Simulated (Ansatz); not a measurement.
# Geometry relaxation of C (part 3 of 3)

C (slab, 19 atoms in the cell); DFT PBEsol, scalar-relativistic, plane waves, PAW, spin-polarised (Ansatz 0.2.0); cutoff 420 eV, 2×2×1 k-mesh, Gaussian smearing of 0.02 eV, collinear spins. It belongs to a series of runs on one base structure; here: end point A relaxed.

Geometry of the input (Å; fractional positions):
```
7.3980  0.0000  0.0000
-3.6990  6.4069  0.0000
0.0000  0.0000  12.0000
C  0.0000  0.0000  0.0833
C  0.2222  0.1111  0.0833
C  0.0000  0.3333  0.0833
C  0.2222  0.4444  0.0833
C  -0.0000  0.6667  0.0833
C  0.2222  0.7778  0.0833
C  0.3333  0.0000  0.0833
C  0.5556  0.1111  0.0833
C  0.3333  0.3333  0.0833
C  0.5556  0.4444  0.0833
C  0.3333  0.6667  0.0833
C  0.5556  0.7778  0.0833
C  0.6667  0.0000  0.0833
C  0.8889  0.1111  0.0833
C  0.6667  0.3333  0.0833
C  0.8889  0.4444  0.0833
C  0.6667  0.6667  0.0833
C  0.8889  0.7778  0.0833
C  0.7042  0.0766  0.2050
```

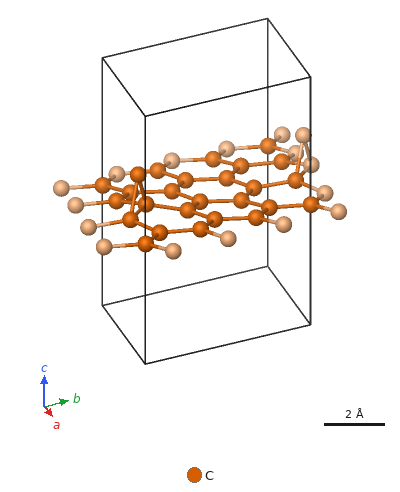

*The geometry at step 12 of the log (ball-and-stick view of the cell of the calculation, with the vacuum cut short, seen slightly off an axis; neighbours outside the cell are drawn fainter).*

**Trajectory as extended XYZ, continued**
```
19
Lattice="7.3980 0.0000 0.0000 -3.6990 6.4069 0.0000 0.0000 0.0000 12.0000" Properties=species:S:1:pos:R:3:forces:R:3 step=5 energy=-4680.08031
C    -0.0022    0.0036    1.1106    0.0556   0.0996  -0.0336
C     1.2335    0.7099    1.1033    0.0076  -0.0205   0.0091
C    -1.2448    2.1644    0.9875    0.0597  -0.0522   0.0408
C    -0.0014    2.8445    0.9640   -0.0150   0.0357   0.0128
C    -2.4661    4.3014    0.9783   -0.0059  -0.0297  -0.0074
C    -1.2271    5.0019    1.0126   -0.1056  -0.0199   0.0063
C     2.4693    0.0019    1.1189   -0.0491   0.0588  -0.0360
C     3.7164    0.7441    1.1289    0.1526  -0.0444   0.2267
C     1.2339    2.1338    1.0132   -0.0214  -0.0474  -0.0030
C     2.4694    2.8448    0.9546    0.0864   0.0019  -0.0196
C     0.0009    4.2609    0.9097    0.0056  -0.1039   0.0222
C     1.2338    4.9250    0.8359    0.0216   0.1516  -0.0228
C     4.9335   -0.0547    0.9750    0.0881  -0.0508   0.1216
C     6.1505    0.7430    1.1133   -0.0312  -0.0531  -0.0855
C     3.7110    2.1686    0.9803   -0.0713   0.1264  -0.0610
C     4.9301    2.8861    0.9398   -0.0949   0.1311  -0.0147
C     2.4660    4.2617    0.8996   -0.0002  -0.0615   0.0000
C     3.6936    5.0019    1.0039    0.0810  -0.0920  -0.0057
C     4.9169    0.3958    2.4305   -0.1637  -0.0297  -0.1499
19
Lattice="7.3980 0.0000 0.0000 -3.6990 6.4069 0.0000 0.0000 0.0000 12.0000" Properties=species:S:1:pos:R:3:forces:R:3 step=6 energy=-4680.08563
C    -0.0060    0.0074    1.1200    0.1173   0.0639  -0.0838
C     1.2351    0.7074    1.1243    0.0097   0.1273  -0.0159
C    -1.2458    2.1629    0.9985   -0.1492   0.1002   0.0459
C    -0.0016    2.8423    0.9611    0.0852  -0.0539   0.0228
C    -2.4664    4.3067    0.9831    0.0181   0.1098  -0.0382
C    -1.2245    5.0066    1.0230   -0.0065  -0.1442  -0.0180
C     2.4763    0.0037    1.1483   -0.1010   0.0362  -0.0841
C     3.7315    0.7486    1.1718   -0.0110  -0.1118   0.2139
C     1.2358    2.1322    1.0118   -0.0394  -0.0523  -0.0075
C     2.4744    2.8436    0.9314   -0.1510  -0.0082   0.0017
C     0.0031    4.2570    0.8930   -0.1182   0.0554   0.0954
C     1.2356    4.9211    0.8011   -0.0739   0.1301   0.0472
C     4.9371   -0.0653    0.9638    0.0543   0.3063   0.2980
C     6.1418    0.7441    1.1207    0.2541  -0.2272  -0.1536
C     3.7126    2.1756    0.9767    0.0695  -0.0014  -0.0220
C     4.9261    2.8948    0.9460    0.1074  -0.1198  -0.0488
C     2.4668    4.2594    0.8608    0.1589   0.0268   0.1212
C     3.6925    5.0058    0.9947    0.0117  -0.1572  -0.0092
C     4.8926    0.3849    2.4300   -0.2359  -0.0800  -0.3651
19
Lattice="7.3980 0.0000 0.0000 -3.6990 6.4069 0.0000 0.0000 0.0000 12.0000" Properties=species:S:1:pos:R:3:forces:R:3 step=7 energy=-4680.09903
C    -0.0024    0.0078    1.1098    0.0055  -0.0238  -0.0539
C     1.2356    0.7075    1.1168    0.0487   0.1641  -0.0145
C    -1.2443    2.1625    1.0005   -0.1085  -0.0139   0.0410
C    -0.0013    2.8428    0.9670    0.1206  -0.0201   0.0179
C    -2.4637    4.3060    0.9798   -0.0628   0.0187  -0.0258
C    -1.2244    5.0061    1.0219   -0.0102  -0.0552   0.0010
C     2.4751    0.0042    1.1434   -0.0629  -0.0468  -0.0522
C     3.7307    0.7481    1.1744   -0.0269  -0.0505   0.1974
C     1.2353    2.1324    1.0123   -0.0440  -0.0274  -0.0017
C     2.4733    2.8439    0.9344   -0.0305  -0.0379   0.0060
C     0.0030    4.2587    0.9028   -0.0707  -0.0068   0.0554
C     1.2344    4.9238    0.8115    0.0185   0.0068   0.0116
C     4.9371   -0.0626    0.9657    0.1489   0.2167   0.2022
C     6.1458    0.7422    1.1114    0.2133  -0.1376  -0.1663
C     3.7132    2.1734    0.9771    0.0494   0.1701  -0.0516
C     4.9294    2.8919    0.9462   -0.0684  -0.0283  -0.0438
C     2.4671    4.2596    0.8686    0.1080   0.0775   0.0782
C     3.6951    5.0046    0.9914   -0.0006  -0.1385  -0.0012
C     4.8780    0.3860    2.4250   -0.2276  -0.0670  -0.1997
19
Lattice="7.3980 0.0000 0.0000 -3.6990 6.4069 0.0000 0.0000 0.0000 12.0000" Properties=species:S:1:pos:R:3:forces:R:3 step=8 energy=-4680.14356
C     0.0067    0.0086    1.0588    0.1014  -0.1785   0.0293
C     1.2426    0.7097    1.0874   -0.0503   0.0958   0.0053
C    -1.2388    2.1511    1.0153    0.0164  -0.0216   0.0182
C     0.0086    2.8424    0.9950   -0.1786  -0.0512  -0.0079
C    -2.4621    4.3016    0.9652    0.1018  -0.0091   0.0359
C    -1.2208    5.0063    1.0239   -0.0965  -0.0165   0.0297
C     2.4756    0.0072    1.1351   -0.0169  -0.4021   0.0195
C     3.7359    0.7521    1.2147   -0.1237   0.1968   0.0174
C     1.2377    2.1353    1.0135    0.0418   0.0081   0.0264
C     2.4755    2.8493    0.9368    0.0962  -0.1710   0.0163
C     0.0113    4.2599    0.9432   -0.1057   0.0637  -0.0755
C     1.2402    4.9318    0.8471   -0.1153  -0.2126  -0.0374
C     4.9490   -0.0519    0.9721    0.1837  -0.1559  -0.0271
C     6.1633    0.7288    1.0598    0.2750   0.4005  -0.3016
C     3.7151    2.1775    0.9745   -0.1001   0.2965  -0.1032
C     4.9293    2.8827    0.9478    0.0453   0.1285  -0.0109
C     2.4720    4.2630    0.8881   -0.0382   0.0342  -0.0894
C     3.6995    4.9976    0.9693    0.2124   0.0796   0.0376
C     4.7765    0.3859    2.4125   -0.2488  -0.0852   0.4172
19
Lattice="7.3980 0.0000 0.0000 -3.6990 6.4069 0.0000 0.0000 0.0000 12.0000" Properties=species:S:1:pos:R:3:forces:R:3 step=9 energy=-4680.14207 accepted=F
C     0.0381    0.0146    0.9720   -0.6484  -0.6328  -0.0921
C     1.2536    0.7050    1.0412    0.5007   0.5878   0.0263
C    -1.2224    2.1397    1.0396   -0.2073  -0.4392  -0.2782
C     0.0136    2.8409    1.0329    0.4869  -0.1788  -0.0828
C    -2.4455    4.3003    0.9468   -0.3572  -0.2128   0.0353
C    -1.2183    5.0026    1.0313    0.1917   0.3726   0.0675
C     2.4732    0.0007    1.1273   -0.1038  -0.5805  -0.1575
C     3.7391    0.7566    1.2894   -0.8535   0.6587  -0.5864
C     1.2420    2.1346    1.0102   -0.0970   0.3229   0.0853
C     2.4815    2.8539    0.9273   -0.2673  -0.2259   0.0452
C     0.0148    4.2604    0.9981    0.2643   0.1823  -0.1173
C     1.2410    4.9429    0.8996   -0.0873  -0.4160  -0.0996
C     4.9656   -0.0369    0.9916    0.8799  -0.0441   0.7117
C     6.2025    0.7195    0.9613   -0.2028   0.6365  -0.0491
C     3.7131    2.1893    0.9666    0.6077   0.3318   0.0536
C     4.9387    2.8784    0.9531   -0.3727  -0.3054   0.0447
C     2.4790    4.2640    0.8998    0.1195   0.3880  -0.2674
C     3.7237    4.9932    0.9297   -0.1904  -0.0162   0.0412
C     4.5837    0.3791    2.4422    0.3368  -0.4290   0.6196
19
Lattice="7.3980 0.0000 0.0000 -3.6990 6.4069 0.0000 0.0000 0.0000 12.0000" Properties=species:S:1:pos:R:3:forces:R:3 step=10 energy=-4680.19248
C     0.0217    0.0099    1.0149   -0.1967  -0.1928   0.0196
C     1.2490    0.7094    1.0598    0.0363   0.1536   0.0234
C    -1.2316    2.1441    1.0187   -0.0339   0.0983  -0.0319
C     0.0125    2.8411    1.0054   -0.0937   0.0709  -0.0461
C    -2.4560    4.2996    0.9551    0.0080  -0.1305   0.0478
C    -1.2211    5.0045    1.0233    0.0636  -0.0728   0.0108
C     2.4710    0.0009    1.1223    0.1907  -0.1320   0.0653
C     3.7309    0.7565    1.2447   -0.0839   0.1046  -0.0932
C     1.2407    2.1368    1.0105    0.0337   0.0499   0.0100
C     2.4773    2.8523    0.9341    0.0190  -0.0825   0.0245
C     0.0134    4.2622    0.9653   -0.0539  -0.0174  -0.0821
C     1.2410    4.9372    0.8772   -0.0170  -0.1813  -0.0569
C     4.9607   -0.0422    0.9974    0.2265  -0.0470   0.3141
C     6.1847    0.7284    1.0144    0.0999   0.1515  -0.2235
C     3.7141    2.1858    0.9725    0.0551   0.0157   0.0280
C     4.9321    2.8789    0.9476    0.0805   0.0395   0.0222
C     2.4752    4.2652    0.8942    0.0010   0.1576  -0.1268
C     3.7109    4.9950    0.9520   -0.0496   0.0665   0.0039
C     4.6905    0.3731    2.4505   -0.2857  -0.0518   0.0910
19
Lattice="7.3980 0.0000 0.0000 -3.6990 6.4069 0.0000 0.0000 0.0000 12.0000" Properties=species:S:1:pos:R:3:forces:R:3 step=11 energy=-4680.22427
C     0.0262    0.0106    0.9843    0.0462  -0.0998  -0.0365
C     1.2559    0.7132    1.0441    0.0811  -0.0782   0.0097
C    -1.2273    2.1428    1.0194    0.1729  -0.0596  -0.1387
C     0.0148    2.8446    1.0059    0.0248  -0.1224  -0.0570
C    -2.4495    4.2939    0.9520   -0.1864   0.1292   0.0376
C    -1.2144    5.0001    1.0242   -0.1177   0.0507  -0.0011
C     2.4766   -0.0030    1.1174   -0.1378   0.0016  -0.0083
C     3.7309    0.7592    1.2721   -0.2241   0.0990  -0.2756
C     1.2444    2.1412    1.0062   -0.0698   0.0003   0.0026
C     2.4793    2.8545    0.9285    0.1645  -0.0151   0.0268
C     0.0161    4.2624    0.9737    0.0842   0.0441  -0.0367
C     1.2436    4.9398    0.8953   -0.0200   0.0284  -0.0630
C     4.9738   -0.0357    1.0257    0.1877  -0.0735   0.5475
C     6.1997    0.7280    0.9779   -0.0884   0.2175   0.0035
C     3.7177    2.1894    0.9736   -0.0450  -0.0161   0.1082
C     4.9381    2.8747    0.9510   -0.0362   0.0072   0.0396
C     2.4774    4.2694    0.8896    0.0270  -0.0053  -0.1025
C     3.7137    4.9934    0.9393    0.2085  -0.0040  -0.0112
C     4.6000    0.3603    2.4796   -0.0714  -0.1041  -0.0449
19
Lattice="7.3980 0.0000 0.0000 -3.6990 6.4069 0.0000 0.0000 0.0000 12.0000" Properties=species:S:1:pos:R:3:forces:R:3 step=12 energy=-4680.29300
C     0.0360    0.0107    0.9569   -0.3247   0.1034  -0.1095
C     1.2656    0.7142    1.0053    0.2544   0.0011  -0.0241
C    -1.2133    2.1416    1.0104   -0.0359   0.0282  -0.1936
C     0.0247    2.8452    0.9759    0.3274  -0.1327  -0.0254
C    -2.4466    4.2904    0.9524   -0.2251   0.1429   0.0066
C    -1.2133    4.9964    1.0148    0.1302  -0.0380  -0.0356
C     2.4764   -0.0082    1.0874   -0.3396   0.1889  -0.2140
C     3.7162    0.7591    1.2758   -0.0636   0.0158   0.3395
C     1.2542    2.1421    0.9744   -0.1874   0.1243   0.0414
C     2.4911    2.8573    0.9113    0.0161  -0.1004  -0.0289
C     0.0232    4.2661    0.9668   -0.0019   0.0609   0.0977
C     1.2516    4.9485    0.9328    0.2410  -0.0740  -0.2914
C     4.9933   -0.0296    1.1274    0.0171  -0.0625   0.7446
C     6.2164    0.7329    0.9735    0.0418  -0.0696   0.1598
C     3.7227    2.1911    0.9846   -0.1090  -0.0559  -0.0378
C     4.9452    2.8713    0.9693    0.1916  -0.0857  -0.0478
C     2.4864    4.2757    0.8745   -0.2253   0.0520   0.1246
C     3.7239    4.9932    0.9276    0.2531  -0.0880   0.0193
C     4.4636    0.3407    2.5389    0.0397  -0.0108  -0.5254
19
Lattice="7.3980 0.0000 0.0000 -3.6990 6.4069 0.0000 0.0000 0.0000 12.0000" Properties=species:S:1:pos:R:3:forces:R:3 step=13 energy=-4680.31985
C     0.0417    0.0136    0.9169    0.0972  -0.0890  -0.1183
C     1.2779    0.7195    0.9454   -0.2745  -0.0919  -0.0796
C    -1.1931    2.1377    0.9932    0.0004   0.2271  -0.2326
C     0.0468    2.8445    0.9361   -0.2336   0.2210  -0.0084
C    -2.4445    4.2871    0.9449    0.0319   0.0143  -0.0527
C    -1.2100    4.9940    0.9948    0.3322  -0.0648   0.0313
C     2.4721   -0.0089    1.0413    0.1662   0.2910  -0.3145
C     3.6955    0.7609    1.2984   -0.2775  -0.2277  -0.0280
C     1.2657    2.1457    0.9323    0.1493  -0.0394  -0.0149
C     2.5034    2.8599    0.8893   -0.1535   0.1789   0.0162
C     0.0389    4.2711    0.9611   -0.0697  -0.0105   0.1911
C     1.2677    4.9567    0.9837    0.0694   0.1631  -0.2624
C     5.0219   -0.0256    1.2794   -0.4090   0.1069   0.2958
C     6.2386    0.7347    0.9778   -0.5720  -0.1679   0.6362
C     3.7277    2.1911    0.9991    0.1088  -0.4261  -0.0100
C     4.9568    2.8647    0.9863    0.3079  -0.0962  -0.0376
C     2.4937    4.2830    0.8641    0.1321  -0.1391   0.2540
C     3.7357    4.9919    0.9126   -0.0663   0.0753  -0.0072
C     4.2808    0.3171    2.6032    0.6605   0.0748  -0.2585
19
Lattice="7.3980 0.0000 0.0000 -3.6990 6.4069 0.0000 0.0000 0.0000 12.0000" Properties=species:S:1:pos:R:3:forces:R:3 step=14 energy=-4679.84322 accepted=F
C    -0.0101    0.0114    1.0306    1.3518   1.0785  -0.2172
C     1.2717    0.7317    0.9616   -1.0905  -0.7977  -0.0758
C    -1.1934    2.1694    0.9473    0.0858  -1.3345   0.9968
C     0.0564    2.8550    0.8194   -0.6038  -0.4510   0.1759
C    -2.4563    4.2850    0.9758    0.3444   0.8404  -0.2246
C    -1.1959    4.9894    0.9668   -0.2248   0.0603   0.1105
C     2.4900    0.0050    1.0198   -0.9210  -0.6247  -0.2951
C     3.6793    0.7491    1.2226    1.0825   0.0211   1.1359
C     1.2723    2.1485    0.8749    0.1274  -0.2837  -0.0126
C     2.5144    2.8511    0.8593    0.3126   0.2662  -0.1664
C     0.0483    4.2681    0.8491   -0.2021   0.7997   0.4804
C     1.2854    4.9436    0.9322   -0.9284   0.7635   0.1647
C     5.0200   -0.0572    1.4285   -0.6067  -0.9498  -2.1791
C     6.1913    0.7495    1.1674    1.9121   0.6280  -1.2026
C     3.7422    2.1623    1.0272   -0.4313   0.8354  -0.6108
C     4.9717    2.8732    1.0102   -0.6107   0.0153  -0.3460
C     2.4911    4.2865    0.8101    0.8293  -0.9175   0.7409
C     3.7099    5.0021    0.9596    0.7597  -0.4487   0.0703
C     4.3291    0.3151    2.5975   -1.1865   0.4992   1.4547
19
Lattice="7.3980 0.0000 0.0000 -3.6990 6.4069 0.0000 0.0000 0.0000 12.0000" Properties=species:S:1:pos:R:3:forces:R:3 step=15 energy=-4680.37601
C     0.0270    0.0087    0.9203   -0.0472   0.0387   0.0002
C     1.2589    0.7158    0.9049    0.2159   0.1418   0.0264
C    -1.1954    2.1394    0.9756   -0.0362  -0.0520   0.1038
C     0.0393    2.8517    0.9151    0.1200  -0.1200   0.0359
C    -2.4383    4.2872    0.9304   -0.0514   0.0008   0.0321
C    -1.2004    4.9994    0.9742   -0.0826  -0.0428  -0.0592
C     2.4713    0.0012    1.0000   -0.1769  -0.1374   0.0973
C     3.6776    0.7526    1.3144    0.1485   0.0126  -0.0504
C     1.2595    2.1457    0.9112   -0.0812  -0.0544   0.0057
C     2.4998    2.8564    0.9027    0.0956  -0.0984   0.0084
C     0.0432    4.2759    0.9568   -0.0950   0.1244   0.0189
C     1.2725    4.9607    0.9790   -0.0897  -0.1297   0.1757
C     5.0083   -0.0277    1.3122    0.0745   0.0089  -0.1162
C     6.2204    0.7318    1.0279    0.2135   0.0410  -0.1919
C     3.7287    2.1756    1.0065   -0.0108   0.1163   0.0216
C     4.9611    2.8600    0.9763   -0.1518   0.0462  -0.0106
C     2.4980    4.2751    0.9075    0.0170   0.1181  -0.1265
C     3.7360    4.9886    0.9303    0.0842  -0.0738  -0.0050
C     4.3496    0.3407    2.6147   -0.1464   0.0597   0.0339
19
Lattice="7.3980 0.0000 0.0000 -3.6990 6.4069 0.0000 0.0000 0.0000 12.0000" Properties=species:S:1:pos:R:3:forces:R:3 step=16 energy=-4680.38571
C     0.0331    0.0107    0.9123    0.0171   0.0034   0.0074
C     1.2676    0.7188    0.9121   -0.0706  -0.0292  -0.0092
C    -1.1954    2.1383    0.9860    0.0079   0.0032  -0.0304
C     0.0416    2.8487    0.9395   -0.0509   0.0187  -0.0254
C    -2.4429    4.2846    0.9357    0.0190  -0.0066  -0.0194
C    -1.2069    4.9942    0.9813    0.0151   0.0517   0.0206
C     2.4692   -0.0047    1.0040    0.0303  -0.0165  -0.0308
C     3.6853    0.7497    1.2911   -0.0851  -0.0206   0.0406
C     1.2616    2.1467    0.9236    0.0400  -0.0209   0.0086
C     2.5019    2.8574    0.9010   -0.0197  -0.0218   0.0000
C     0.0373    4.2743    0.9796    0.0607  -0.0227  -0.0106
C     1.2690    4.9558    0.9975   -0.0158   0.0355  -0.0311
C     5.0117   -0.0247    1.2949    0.0310   0.0092   0.0480
C     6.2272    0.7310    1.0075   -0.0285   0.0150   0.0188
C     3.7284    2.1763    0.9943   -0.0078  -0.0049   0.0057
C     4.9575    2.8589    0.9770    0.0511  -0.0027   0.0157
C     2.4970    4.2784    0.8995   -0.0086  -0.0193   0.0461
C     3.7367    4.9895    0.9227   -0.0367   0.0036  -0.0191
C     4.3372    0.3549    2.6002    0.0514   0.0251  -0.0355
19
Lattice="7.3980 0.0000 0.0000 -3.6990 6.4069 0.0000 0.0000 0.0000 12.0000" Properties=species:S:1:pos:R:3:forces:R:3 step=17 energy=-4680.38680
C     0.0313    0.0096    0.9087    0.0117   0.0054  -0.0066
C     1.2653    0.7163    0.9082   -0.0200   0.0156   0.0037
C    -1.1954    2.1389    0.9793    0.0018   0.0057   0.0019
C     0.0412    2.8493    0.9287    0.0049  -0.0105   0.0215
C    -2.4427    4.2844    0.9307    0.0017   0.0043   0.0110
C    -1.2061    4.9950    0.9798   -0.0032  -0.0194  -0.0142
C     2.4684   -0.0051    1.0061    0.0227   0.0061   0.0088
C     3.6807    0.7501    1.3052    0.0301  -0.0254  -0.0158
C     1.2609    2.1445    0.9200   -0.0127   0.0160  -0.0075
C     2.5004    2.8555    0.9032   -0.0064   0.0221   0.0002
C     0.0391    4.2751    0.9747   -0.0251  -0.0009   0.0024
C     1.2691    4.9578    0.9971   -0.0024   0.0081   0.0269
C     5.0140   -0.0239    1.3035   -0.0149   0.0224  -0.0265
C     6.2263    0.7321    1.0067    0.0030  -0.0193  -0.0094
C     3.7274    2.1759    1.0016    0.0039  -0.0214   0.0139
C     4.9578    2.8586    0.9774   -0.0017   0.0047  -0.0053
C     2.4957    4.2770    0.9020    0.0215  -0.0050  -0.0060
C     3.7353    4.9884    0.9196   -0.0014  -0.0186   0.0076
C     4.3486    0.3593    2.6076   -0.0134   0.0104  -0.0067
19
Lattice="7.3980 0.0000 0.0000 -3.6990 6.4069 0.0000 0.0000 0.0000 12.0000" Properties=species:S:1:pos:R:3:forces:R:3 step=18 energy=-4680.38711
C     0.0320    0.0094    0.9083   -0.0039   0.0062   0.0024
C     1.2653    0.7168    0.9080    0.0064  -0.0057  -0.0004
C    -1.1952    2.1386    0.9801    0.0081  -0.0074  -0.0032
C     0.0411    2.8492    0.9340   -0.0029  -0.0009  -0.0072
C    -2.4426    4.2839    0.9325    0.0021  -0.0018  -0.0003
C    -1.2063    4.9944    0.9788   -0.0057   0.0095   0.0027
C     2.4687   -0.0053    1.0028   -0.0081  -0.0011  -0.0047
C     3.6818    0.7489    1.2984   -0.0107  -0.0109   0.0058
C     1.2608    2.1452    0.9221    0.0080  -0.0017   0.0009
C     2.5005    2.8560    0.9050   -0.0011  -0.0124   0.0013
C     0.0385    4.2749    0.9781    0.0120  -0.0026  -0.0008
C     1.2691    4.9575    1.0007   -0.0043  -0.0006  -0.0015
C     5.0134   -0.0228    1.2992    0.0065   0.0066   0.0094
C     6.2267    0.7314    1.0044    0.0046   0.0033  -0.0043
C     3.7276    2.1754    0.9999   -0.0005   0.0033  -0.0006
C     4.9580    2.8580    0.9773   -0.0065   0.0046   0.0052
C     2.4963    4.2770    0.9051   -0.0046   0.0111   0.0041
C     3.7358    4.9879    0.9217   -0.0069  -0.0008  -0.0033
C     4.3457    0.3623    2.6035    0.0074   0.0012  -0.0054
```

**Results in brief**

- outcome: converged
- electrons treated: 76
- free energy: −4680.3871 eV
- Fermi energy: −1.584 eV
- net moment of the cell: −0.50 μB
- integrated absolute moment: 0.55 μB
- final volume: 568.78 Å³
- largest force (length of the vector) at the end: 0.016 eV/Å
- hardware: 2 threads of Intel Xeon (Granite Rapids), 16 GiB of memory available, shared host
- wall time: 2 min (CPU time 3.9 min)
- peak memory: 0.95 GiB

**Notes**

The electronic state found may not be the lowest one. Notes on the run: a screening estimate came out negative during mixing; some starting moments were not kept. The k-point mesh is coarse for a cell of this size, so the results may not be converged.
